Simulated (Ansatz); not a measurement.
**FeO: 5 runs along one coordinate**

System: FeO (2 atoms in the cell).
Method: Kohn-Sham DFT of a periodic cell, PBEsol, Ansatz PAW, spin-polarised (Ansatz 0.2.0).

The 5 runs differ only in the geometry, by a strain of the cell at fixed fractional positions. Against run 3, the strain is εxx = η and εyy = η. The structure derives from an entry of the Crystallography Open Database.

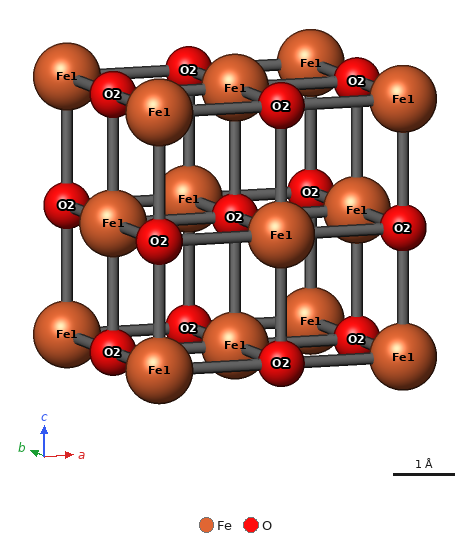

Figure 1. The structure of run 3 (ball-and-stick view of the cell 4 times as large as that of the calculation, set on its symmetry axes, seen slightly off an axis; atoms are numbered from 1 in the order of the input).

**Input of run 3**
```yaml
crystal:
  lattice:
    - [0.0, 2.1554, 2.1554]
    - [2.1554, 0.0, 2.1554]
    - [2.1554, 2.1554, 0.0]
  atoms:
    - { symbol: Fe, position: [0.0, 0.0, 0.0], spin: 3.0 }
    - { symbol: O, position: [0.5, 0.5, 0.5] }
hamiltonian:
  xc: pbesol
  pseudopotentials: { kind: paw }
magnetization:
  spin_polarized: true
kpoints:
  mp_grid: { grid: [9, 9, 9] }
scf:
  occupations: { method: fermi_dirac, width: 0.05 }
output:
  forces: true
  stress: true
  eigenvalues: true
```

Command:
```bash
ansatz run input.yaml --threads 2 --pin off --max-ram 5632MiB --backend cpu --events-out ev --progress --plain --runs-dir out
```

Run 4 differs from it as follows:
```diff
-    - [0.0, 2.1554, 2.1554]
-    - [2.1554, 0.0, 2.1554]
-    - [2.1554, 2.1554, 0.0]
+    - [0.0, 2.176954, 2.1554]
+    - [2.176954, 0.0, 2.1554]
+    - [2.176954, 2.176954, 0.0]
```

**Results, with one run withheld**

```tsv
run	strain parameter η (%)	free energy per atom, from the lowest run given (meV)	pressure (GPa)
1	−2.0000	0.00	−0.96
2	−1.0000	2.78	−4.98
3	0.0000	10.97	−8.55
4	1.0000	?	?
5	4.0000	85.95	−19.15
```

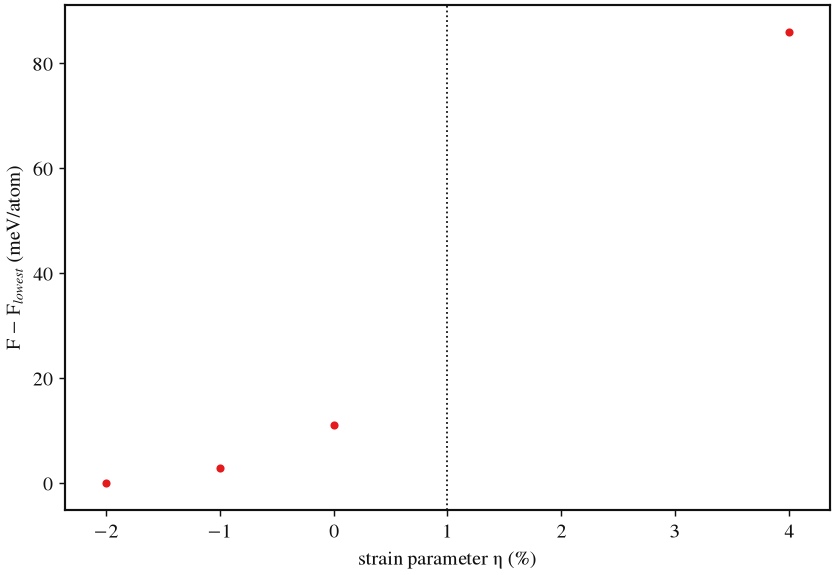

Figure 2. Free energy per atom of the runs given; the dotted line marks run 4.

What should run 4 give?

A quadratic polynomial in the coordinate, fitted to the 4 runs given, misses them by at most 0.32 meV per atom. With x = η − 0.2500, it reads F = 13.387 + 11.013 x + 2.2243 x² (meV per atom). At run 4 it gives 22.90 meV per atom, and the run itself gives 24.01. The fit has no minimum inside this range. So low a polynomial doesn't follow these energies more closely.

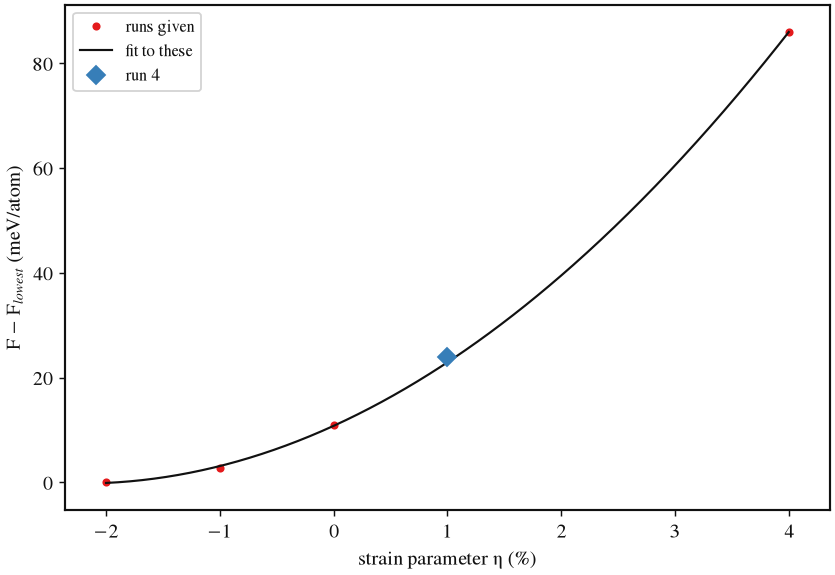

Figure 3. The fit and the withheld run.

**Output, shortened to warnings, some set-up lines, iterations and results (run 4)**
```
Basis set: ecut = 420 eV, 411 PW (Γ), exchange–correlation on 48×48×48 points (8 copies of the dense FFT grid, shifted against one another)
Symmetry: 16 space group operations
k-points: 75 of 729
Initial density: superposition of atomic densities (chi_scale 0.1, normalization cell, long waves kept (reshape's long-wave potential 0.00 eV rms))
[...]
SCF iter   1: F=—  HF=-5008.606397 eV  |F-HF|=—  |Δ(HF+E_count)|=         —  Δρ=1.37e-1 (↑1.37e-1 ↓7.01e-2)  dr2=3.73e0  dr2_m=1.16e0  M=3.731 μB ∫|m|=3.731 μB  β_m=0.30  …
SCF iter   2: F=—  HF=-5008.701172 eV  |F-HF|=—  |Δ(HF+E_count)|=   9.48e-2  Δρ=9.08e-2 (↑9.08e-2 ↓6.28e-2)  dr2=4.68e-1  dr2_m=1.01e0  M=3.995 μB ∫|m|=3.995 μB  β_m=0.50  …
SCF iter   3: F=—  HF=-5008.821400 eV  |F-HF|=—  |Δ(HF+E_count)|=   1.20e-1  Δρ=3.42e-2 (↑3.42e-2 ↓3.02e-2)  dr2=4.63e-1  dr2_m=8.41e-2  M=3.986 μB ∫|m|=3.989 μB  β_m=0.52  …
SCF iter   4: F=—  HF=-5008.791004 eV  |F-HF|=—  |Δ(HF+E_count)|=   3.04e-2  Δρ=7.14e-3 (↑7.14e-3 ↓5.32e-3)  dr2=7.66e-3  dr2_m=3.82e-3  M=4.003 μB ∫|m|=4.011 μB  β_m=0.51  …
SCF iter   5: F=—  HF=-5008.792603 eV  |F-HF|=—  |Δ(HF+E_count)|=         —  Δρ=4.11e-3 (↑4.11e-3 ↓2.21e-3)  dr2=1.94e-3  dr2_m=6.50e-4  M=4.003 μB ∫|m|=4.011 μB  β_m=0.51  …
SCF iter   6: F=—  HF=-5008.794186 eV  |F-HF|=—  |Δ(HF+E_count)|=   1.58e-3  Δρ=1.44e-3 (↑1.44e-3 ↓7.35e-4)  dr2=1.94e-4  dr2_m=1.11e-4  M=4.003 μB ∫|m|=4.012 μB  β_m=0.66  …
SCF iter   7: F=—  HF=-5008.795783 eV  |F-HF|=—  |Δ(HF+E_count)|=   1.60e-3  Δρ=1.20e-3 (↑1.20e-3 ↓1.18e-3)  dr2=6.66e-4  dr2_m=5.27e-6  M=4.003 μB ∫|m|=4.012 μB  β_m=0.66  …
SCF iter   8: F=—  HF=-5008.795825 eV  |F-HF|=—  |Δ(HF+E_count)|=   4.26e-5  Δρ=7.90e-4 (↑7.90e-4 ↓4.99e-4)  dr2=1.86e-4  dr2_m=9.13e-6  M=4.003 μB ∫|m|=4.013 μB  β_m=0.57  …
SCF iter   9: F=—  HF=-5008.795763 eV  |F-HF|=—  |Δ(HF+E_count)|=   6.26e-5  Δρ=1.61e-4 (↑1.61e-4 ↓8.33e-5)  dr2=3.21e-6  dr2_m=2.05e-6  M=4.003 μB ∫|m|=4.013 μB  β_m=0.60  …
SCF iter  10: F=—  HF=-5008.795765 eV  |F-HF|=—  |Δ(HF+E_count)|=   1.84e-6  Δρ=4.73e-5 (↑4.73e-5 ↓2.86e-5)  dr2=2.25e-7  dr2_m=2.30e-7  M=4.003 μB ∫|m|=4.013 μB  β_m=0.80  …
SCF iter  11: F=—  HF=-5008.795765 eV  |F-HF|=—  |Δ(HF+E_count)|=   2.01e-7  Δρ=5.89e-6 (↑5.89e-6 ↓1.84e-6)  dr2=2.64e-9  dr2_m=2.25e-9  M=4.003 μB ∫|m|=4.013 μB  β_m=0.85  …
SCF iter  12: F=-5008.795765 eV  HF=-5008.795765 eV  |F-HF|=2.73e-12  |Δ(HF+E_count)|=  2.33e-10  Δρ=4.23e-7 (↑4.23e-7 ↓3.24e-7)  dr2=1.70e-11  dr2_m=2.28e-11  M=4.003 μB …
SCF 1 converged in 12 iterations: F = -5008.795765 eV  dr2 = 1.70e-11
the search or the solves at the SCF's close seem to have found levels that the self-consistency loop had missed (the run counts 1). By its estimate they hold under 1e-12 electrons; where the run keeps them, the occupations were computed again with them
SCF converged after 12 iterations
Magnetization: 4.0027 μB (13.0013 up, 8.9987 down)
Absolute magnetization: 4.0128 μB (∫|ρ↑−ρ↓|, with the PAW one-centre terms)
Spin contamination: 0.0114 ħ² per cell (⟨S²⟩ above its minimum at these occupations)
Per-site moments (μB) at R_I (Å): [(3.442997818934135, 0.8891025000000001), (0.3205503386487593, 0.8891025000000001)]
Free energy (F): -5008.795765 eV
Harris-Foulkes:  -5008.795765 eV  (|F-HF|=2.73e-12)
Internal energy: -5008.785148 eV  (E = F + TS)
E sigma→0 (E₀):  -5008.790456 eV
Entropy (-TS):   -0.010617 eV (-5.308 meV/atom)
Fermi energy:    14.088424 eV
--- Per-component energies (eV) ---
  E_band       = -275.995518
  E_kinetic    = 513.460532
  E_local      = -2623.079179  (includes V_loc(G=0)·N_el)
  E_nonlocal   = 280.648328
  E_hartree    = 1065.880772
  E_xc         = -185.673340
  E_vxc        = -239.269271  (∫ρ·V_xc dr)
  E_paw        = -1491.939246  (= ΣΔE_a)
  E_vpaw       = -339.520993  (= ΣTr[D̂ρ^β])
  E_aug_tail   = 0.003481  (compensation charges beyond the density's cutoff)
  E_ewald      = -2568.300985
  E_core_change = 0.214490  (= ΣΔE_core)
  E_smearing   = -0.010617  (= −TS)
  E_closure    = 0.000000  (closes the sum)
  Σ components = -5008.795765   (vs F -5008.795765, Δ=0.00e0)
--- Forces (eV/Å), atoms counted from 1 ---
  atom   1  Fe     0.00000000    -0.00000000     0.00000000
  atom   2  O     -0.00000000     0.00000000    -0.00000000
  max |Σ_I F_I| component: 1.10e-29 eV/Å
--- Stress (GPa, compression-positive) ---
      -12.010414       0.000000       0.000000
        0.000000     -12.010414      -0.000000
        0.000000       0.000000     -11.158561
  P = ⅓ Tr σ = -11.7265 GPa (-117.265 kbar)
```
